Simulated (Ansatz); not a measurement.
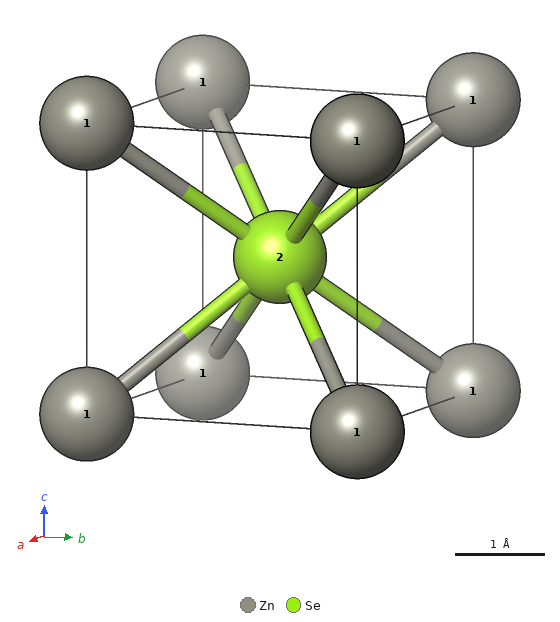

Figure 1. The structure as given in the input (ball-and-stick view of the cell of the calculation, seen slightly off an axis; atoms are numbered from 1 in the order of the input).

# ZnSe: single-point calculation

ZnSe (Pm-3m, 2 atoms in the cell), computed with DFT, r2SCAN, plane waves, PAW, no spin polarisation (Ansatz 0.2.0).

The structure was built on a prototype by a generator. Some settings of this run were made unusual or wrong on purpose. The geometry comes from this level: r2SCAN. Figures and captions count atoms from 1; the log counts them from 0 in places.

The input
```yaml
crystal:
  lattice:
    - [3.3251530459, 0.0, 0.0]
    - [0.0, 3.3251530459, 0.0]
    - [0.0, 0.0, 3.3251530459]
  atoms:
    - { symbol: Zn, position: [0.0, 0.0, 0.0] }
    - { symbol: Se, position: [0.5, 0.5, 0.5] }
kpoints:
  mp_grid: { grid: [6, 6, 6] }
hamiltonian:
  xc: r2scan
scf:
  occupations: { method: fermi_dirac, width: 0.02 }
  n_extra_bands: 4
  max_iter: 58
output:
  forces: true
  stress: true
  eigenvalues: true
total_charge: -0.05
```

Hardware: 4 threads of an x86-64 CPU, shared host.

Launch command:
```bash
ansatz run input.yaml --threads 4 --pin off --max-ram 3686MiB --backend cpu --events-out ev --progress --plain --runs-dir out
```

Output
```
scf.n_extra_bands = 4 over 15 filled bands (N_el = 28.1): the run solves 19 bands
Engine: ansatz 0.2.0, x86_64-unknown-linux-gnu
Pseudopotentials: kind: paw
Pseudopotential: Zn, paw, valence charge 12, recommended cutoff 500 eV (meta_gga), Zn.paw.azcp
Pseudopotential: Se, paw, valence charge 16, recommended cutoff 500 eV (meta_gga), Se.paw.azcp
Functional definition: r2SCAN
  parameter k0 = 0.174
  parameter k1 = 0.065
  parameter a1 = 4.9479
  exchange = r2scan_x(k0 = k0, k1 = k1, a1 = a1)
  correlation = r2scan_c
Crystal: 2 atoms, lattice volume = 36.765 Å³
Basis set: ecut = 500 eV, 925 PW (Γ), exchange–correlation on 100×100×100 points (64 copies of the dense FFT grid, shifted against one another)
Bands: 19, of which v1, the nominal top of the filled ones, is band 14 counted from 1 (13 counted from 0)
Symmetry: 48 space group operations
Space group: Pm-3m (ITA 221), of the structure as read, at distance tolerance 3.3e-5 Å
k-points: 20 of 216
Non-local potential: Zn, projectors of the file, l = 0: 2, l = 1: 2, l = 2: 3, l = 3: 1
Non-local potential: Se, projectors of the file, l = 0: 2, l = 1: 2, l = 2: 3, l = 3: 1
PAW form: soft (Blöchl's): semilocal exchange-correlation on the pseudo side does not see the compensation charge
PAW frozen core: Zn, regenerated for the run's functional (the file was generated under x = pbe(κ = 0.804, μ = 0.2195149727645171), c = pbe(β = 0.06672455060314922))
PAW frozen core: Se, regenerated for the run's functional (the file was generated under x = pbe(κ = 0.804, μ = 0.2195149727645171), c = pbe(β = 0.06672455060314922))
PAW one-centre angular grid: Zn, 590 points (default); XC on 261 of its mesh's 2673 points in the sphere
PAW one-centre angular grid: Se, 590 points (default); XC on 160 Gauss nodes
Initial density: superposition of atomic densities (neutral atoms scaled as one to the charged cell's electrons: chi_scale 0, normalization atom), corrected by the library's trained network
Initial wavefunctions: pseudopotential atomic-orbital guess
Functional: x = r2scan, c = r2scan; τ floored in thin density (d = 2e-4 eV/Å³)
SCF iter   1: F=—  HF=-8802.997060 eV  |F-HF|=—  |Δ(HF+E_count)|=         —  Δρ=1.07e-2  dr2=2.13e-2  dr2_τ=1.95e-3  ethr=1.77e-3  ⟨swp⟩=5.5  Hψ=1872  notcnv=0
preconditioner: auto → none  [insulator: Δε(μ)=0.278 eV  Ē_g=13.353 eV  σ=0.020 eV  W_gap=0.95  n_scr=6 (ndim 8)  ℏωp=26.0 eV  f_vac=0.000  D(μ)=0.71/eV (n_scr^D=0)  ε∞_Penn≈4.8]
SCF iter   2: F=—  HF=-8803.013510 eV  |F-HF|=—  |Δ(HF+E_count)|=   1.65e-2  Δρ=3.93e-3  dr2=4.72e-3  dr2_τ=1.04e-4  ethr=7.59e-5  ⟨swp⟩=2.4  Hψ=816  notcnv=0  defer=14
SCF iter   3: F=—  HF=-8803.013609 eV  |F-HF|=—  |Δ(HF+E_count)|=   9.86e-5  Δρ=2.97e-3  dr2=1.77e-3  dr2_τ=2.78e-5  ethr=1.68e-5  ⟨swp⟩=2.2  Hψ=622  notcnv=0  defer=14
SCF iter   4: F=—  HF=-8803.013922 eV  |F-HF|=—  |Δ(HF+E_count)|=   3.13e-4  Δρ=8.38e-4  dr2=1.69e-4  dr2_τ=4.91e-6  ethr=6.30e-6  ⟨swp⟩=2.0  Hψ=764  notcnv=0  defer=14
SCF iter   5: F=—  HF=-8803.013982 eV  |F-HF|=—  |Δ(HF+E_count)|=   5.99e-5  Δρ=1.55e-4  dr2=6.47e-6  dr2_τ=3.40e-7  ethr=6.01e-7  ⟨swp⟩=2.6  Hψ=638  notcnv=0  defer=14
SCF iter   6: F=—  HF=-8803.013979 eV  |F-HF|=—  |Δ(HF+E_count)|=   2.75e-6  Δρ=3.02e-5  dr2=3.02e-7  dr2_τ=1.07e-8  ethr=2.31e-8  ⟨swp⟩=2.6  Hψ=572  notcnv=0  defer=14
SCF iter   7: F=-8803.013979 eV  HF=-8803.013979 eV  |F-HF|=1.66e-8  |Δ(HF+E_count)|=   8.17e-9  Δρ=8.61e-6  dr2=2.81e-8  dr2_τ=1.03e-9  ethr=3.57e-10  ⟨swp⟩=7.0  Hψ=1666  notcnv=0
SCF 1 converged in 7 iterations: F = -8803.013979 eV  dr2 = 2.81e-8
  greatest PAW one-centre occupation: 1.000 electrons in one spin orbital (limit 2), on the Se atom at site 1 (counted from 0), in its partial waves of l = 2
```

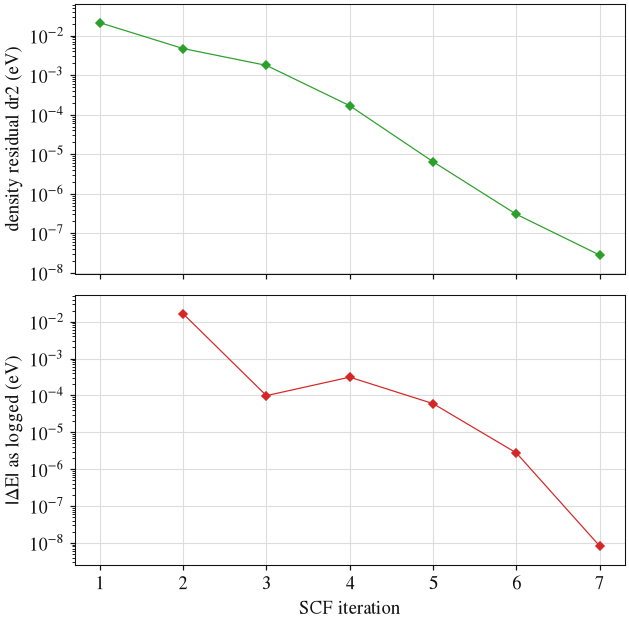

Figure 2. Convergence of the self-consistent field: density residual dr2 and size of the energy change against the SCF iteration. The residual falls at every step.

```
SCF converged after 7 iterations
Free energy (F): -8803.013979 eV
Harris-Foulkes:  -8803.013979 eV  (|F-HF|=1.66e-8)
Internal energy: -8803.012697 eV  (E = F + TS)
E sigma→0 (E₀):  -8803.013338 eV
Entropy (-TS):   -0.001282 eV (-0.641 meV/atom)
Fermi energy:    10.296608 eV
--- Per-component energies (eV) ---
  E_band       = -314.941525
  E_kinetic    = 249.318006
  E_local      = -3673.307198  (includes V_loc(G=0)·N_el)
  E_nonlocal   = 24.994303
  E_hartree    = 1720.864387
  E_xc         = -221.504807
  E_vxc        = -158.061568  (∫ρ·V_xc dr)
  E_paw        = -3777.256691  (= ΣΔE_a)
  E_vpaw       = -207.482251  (= ΣTr[D̂ρ^β])
  E_aug_tail   = -0.000253  (compensation charges beyond the density's cutoff)
  E_vtau       = 7.867717  (kinetic-family band-sum trace: ∫τ·v_τ [+ j·A + Jᵃ·Aᵃ] dr)
  E_ewald      = -3124.173054
  E_core_change = -1.947389  (= ΣΔE_core)
  E_smearing   = -0.001282  (= −TS)
  E_closure    = 0.000000  (closes the sum)
  E_deformation_potential = -0.772038  (in the stress; not in F)
  Σ components = -8803.013979   (vs F -8803.013979, Δ=0.00e0)
--- Forces (eV/Å), atoms counted from 1 ---
  atom   1  Zn    -0.00000000    -0.00000000     0.00000000
  atom   2  Se     0.00000000     0.00000000     0.00000000
  max |Σ_I F_I| component: 1.38e-30 eV/Å
--- Stress (GPa, compression-positive) ---
       -0.248937       0.000000       0.000000
        0.000000      -0.248937       0.000000
       -0.000000       0.000000      -0.248937
  P = ⅓ Tr σ = -0.2489 GPa (-2.489 kbar)
--- Band table (eV; the first three rows and the last of 20) ---
  k-point 0: bands = ["-38.2465", "-38.2465", "-38.2440", "-38.2440", "-38.2440", "-4.8599", "2.9086", "2.9086", "3.1915", "3.1915", "3.1915", "9.0247", "9.0247", "9.0247", "9.5796", "16.6247", "16.6247", "22.2967", "22.2967"]
  k-point 1: bands = ["-38.2465", "-38.2455", "-38.2442", "-38.2442", "-38.2439", "-4.6048", "2.9196", "2.9237", "3.1428", "3.1428", "3.1949", "6.5066", "9.3340", "9.3340", "11.3095", "16.9105", "17.9852", "20.7163", "20.7163"]
  k-point 2: bands = ["-38.2464", "-38.2447", "-38.2447", "-38.2439", "-38.2435", "-3.9815", "2.7431", "2.9418", "3.0515", "3.0515", "3.2018", "4.3082", "10.0618", "10.0618", "12.7639", "16.9927", "17.7015", "18.3843", "18.3843"]
  k-point 19: bands = ["-38.2459", "-38.2459", "-38.2459", "-38.2404", "-38.2404", "-1.6076", "2.5980", "2.5980", "2.5980", "3.3079", "3.3079", "7.4402", "7.4402", "7.4402", "11.6633", "11.6633", "11.6633", "11.8355", "30.9008"]
```

Outcome

```csv
quantity,value
outcome,converged
space group (tolerance 0.01 Å),Pm-3m (221)
electrons treated,28.050
free energy,−8803.0140 eV
Fermi energy,10.297 eV
pressure,−0.25 GPa
largest force (length of the vector),under 0.001 eV/Å
wall time,2.6 s (CPU time 6.4 s)
peak memory,0.42 GiB
```

Diagnosis

Some settings of this run were drawn to be unusual or wrong. It converged; results that depend on the unusual settings are not reference values.
